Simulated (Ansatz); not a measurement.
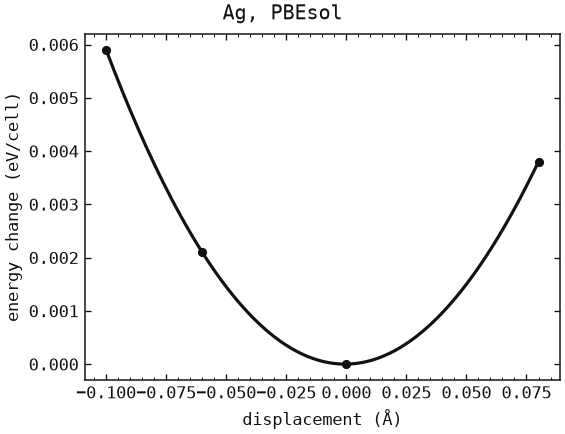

The picture above shows the energy change against displacement for Ag, space group P6_3/mmc (No. 194).

Structure:
```yaml
crystal:
  lattice:
    - [2.87095, 0.00000, 0.00000]
    - [-1.43548, 2.48632, 0.00000]
    - [0.00000, 0.00000, 9.33806]
  atoms:
    - { symbol: Ag, position: [0.33333, 0.66667, 0.25000] }
    - { symbol: Ag, position: [0.66667, 0.33333, 0.75000] }
    - { symbol: Ag, position: [0.00000, 0.00000, 0.00000] }
    - { symbol: Ag, position: [0.00000, 0.00000, 0.50000] }
```

How it was computed, with Ansatz 0.2.0: one atom of a crystal moved along a line, all else fixed, by plane-wave density functional theory with PAW datasets, free energies less that of the undisturbed cell, pressure positive in compression; scalar-relativistic. Level: PBEsol, no spin polarisation.

- wave cutoff: 420 eV
- k mesh: 18×18×6
- occupations: Gaussian
- smearing width: 0.15 eV
- k shift: (0, 0, 0) (mesh steps)
- start: relaxed
- moved atom: 3
- direction: (1, 0, 0) (Cartesian unit vector)

From this curve and the settings, what does the calculation give for the force along the direction (sum over moved atoms) and pressure at the same points?

The force along the direction (sum over moved atoms) falls from 0.1182 eV/Å at displacement −0.10 Å to −0.0947 eV/Å at 0.08 Å, and changes sign near 0.00 Å. The pressure goes from 0.118 GPa at displacement −0.10 Å to 0.101 GPa at 0.08 Å, not monotonically, with a low of 0.070 GPa at 0.00 Å.

| displacement (Å) | force along the direction (sum over moved atoms) (eV/Å) | pressure (GPa) |
| --- | --- | --- |
| −0.10 | 0.1182 | 0.118 |
| −0.06 | 0.0712 | 0.087 |
| 0.00 | 0.0000 | 0.070 |
| 0.08 | −0.0947 | 0.101 |
